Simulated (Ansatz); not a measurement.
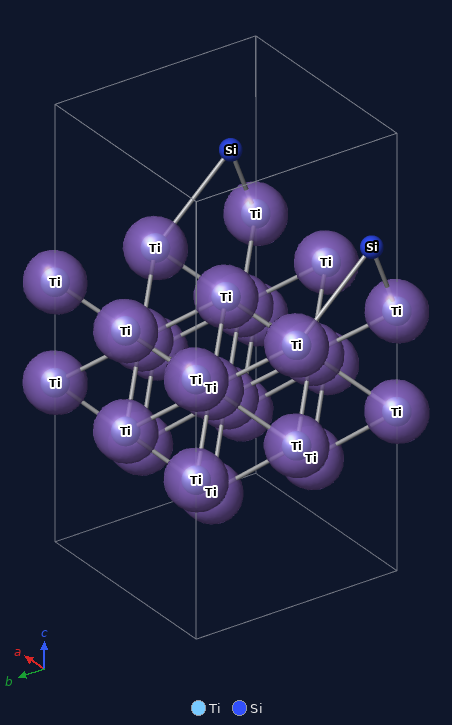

Ti16Si (slab). Isosurface of the valence electron density at 0.8 e/Å³ (purple), seen at an oblique angle. Sticks mark near contacts.

A point of a scan over the structure, not its minimum; not relaxed (largest force 1.1 eV/Å); computed without spin polarisation; PAW files of the earlier set (soft_1).

Theory: Ansatz, DFT PBE, scalar-relativistic, plane waves, PAW.

```cif
data_structure
_symmetry_space_group_name_H-M 'P 1'
_symmetry_Int_Tables_number 1
_cell_length_a 6.5107
_cell_length_b 6.5107
_cell_length_c 20.1794
_cell_angle_alpha 90.000
_cell_angle_beta 90.000
_cell_angle_gamma 90.000
_cell_volume 855.38
loop_
_atom_site_label
_atom_site_type_symbol
_atom_site_fract_x
_atom_site_fract_y
_atom_site_fract_z
_atom_site_occupancy
Ti1 Ti 0.25000 0.25000 0.19822 1
Ti2 Ti 0.25000 0.75000 0.19822 1
Ti3 Ti 0.75000 0.25000 0.19822 1
Ti4 Ti 0.75000 0.75000 0.19822 1
Ti5 Ti 0.00000 0.00000 0.27888 1
Ti6 Ti 0.00000 0.50000 0.27888 1
Ti7 Ti 0.50000 0.00000 0.27888 1
Ti8 Ti 0.50000 0.50000 0.27888 1
Ti9 Ti 0.25000 0.25000 0.35519 1
Ti10 Ti 0.25000 0.75000 0.35519 1
Ti11 Ti 0.75000 0.25000 0.35519 1
Ti12 Ti 0.75000 0.75000 0.35519 1
Ti13 Ti 0.00000 0.00000 0.43011 1
Ti14 Ti 0.00000 0.50000 0.43011 1
Ti15 Ti 0.50000 0.00000 0.43011 1
Ti16 Ti 0.50000 0.50000 0.43011 1
Si1 Si 0.00000 0.12500 0.53915 1
```

Which contacts does the surface bridge?

Answer. At this value the density breaks into separate islands; it holds about 70 % of the electrons treated as valence (semicore included). It bridges none of the near contacts. It is pinched off along the sampled Ti–Si (2.35 Å), Ti–Ti (2.75 Å) and Ti–Ti (2.82 Å) contacts. On the grid the lowest density along these lines, outside the cores, is 0.49 e/Å³ (Ti–Si, 2.35 Å), 0.22 e/Å³ (Ti–Ti, 2.75 Å) and 0.2 e/Å³ (Ti–Ti, 2.82 Å).

Does the calculation give a band gap?

Answer. It is metallic or semimetallic at this level of theory: no gap opens.
